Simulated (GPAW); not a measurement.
# BP (F-43m): refractive index against wavelength

The refractive index of BP (F-43m) below the direct gap (3.41 eV on the mesh) is read from one computed spectrum, n = √(Re ε).

It takes space group F-43m (No. 216, cubic). The conventional cell has a = 4.538 Å, b = 4.538 Å, c = 4.538 Å, α = 90.00°, β = 90.00°, γ = 90.00°. Around P on site c lie 4 B at 1.97 Å. Around B on site a lie 4 P at 1.97 Å.

Method: GPAW 26.7.0, PBE, RPA, k-mesh 15×15×15, local fields up to 70 eV, Lorentzian half width 0.12 eV.

Launch of the response step: `OMP_NUM_THREADS=1 python df.py`. The run took 41 s, its band step included, on 1 thread of Arm Neoverse V1 (shared host).

| wavelength (nm) | photon energy E (eV) | n |
| --- | --- | --- |
| 1550 | 0.800 | 2.9935 |
| 1310 | 0.946 | 3.0035 |
| 1064 | 1.165 | 3.0221 |
| 850 | 1.459 | 3.0542 |
| 700 | 1.771 | 3.0990 |
| 633 | 1.959 | 3.1320 |
| 532 | 2.331 | ? |

In the single-oscillator model n² − 1 = E₀E_d/(E₀² − E²), so 1/(n² − 1) = E₀/E_d − E²/(E₀E_d) is linear in E².

Working, on the rows shown:

| x = E² (eV²) | y = 1/(n² − 1) |
| --- | --- |
| 0.639837 | 0.125612 |
| 0.895757 | 0.124673 |
| 1.35784 | 0.122955 |
| 2.12762 | 0.120075 |
| 3.13716 | 0.116228 |
| 3.83641 | 0.113515 |

Means: x̄ = 1.9991, ȳ = 0.12051. Σ(x − x̄)(y − ȳ) = -0.03088, Σ(x − x̄)² = 8.164. Slope = -0.03088 / 8.164 = -0.003782; intercept = ȳ − slope · x̄ = 0.12807. Turned back into n, the line misses the rows shown by at most 0.00059.

What does the fit predict for the withheld row, and how well does it do?

At x = 5.4314 the line gives y = 0.10753, that is 3.2094. The run gave 3.2148, so the extrapolation is off by 0.0054, 2 % of the range in the table.

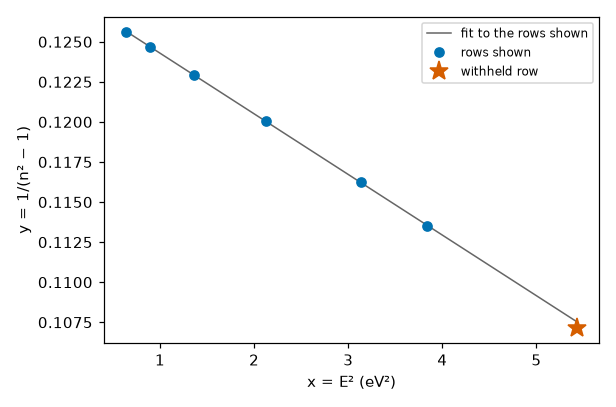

Refitted with all rows, the slope is -0.003847 and the intercept 0.12817. These give E₀ = √(intercept/−slope) = 5.77 eV and E_d = E₀/intercept = 45.0 eV; E₀ is 1.7 times the direct gap. The electronic limit at long wavelengths, without lattice vibrations, is n = √(1 + 1/intercept) = 2.967. Excitons are left out; PBE gaps are as a rule too small. The values come from a sum over the points of one k-mesh and carry its error, which grows as the direct gap shrinks.
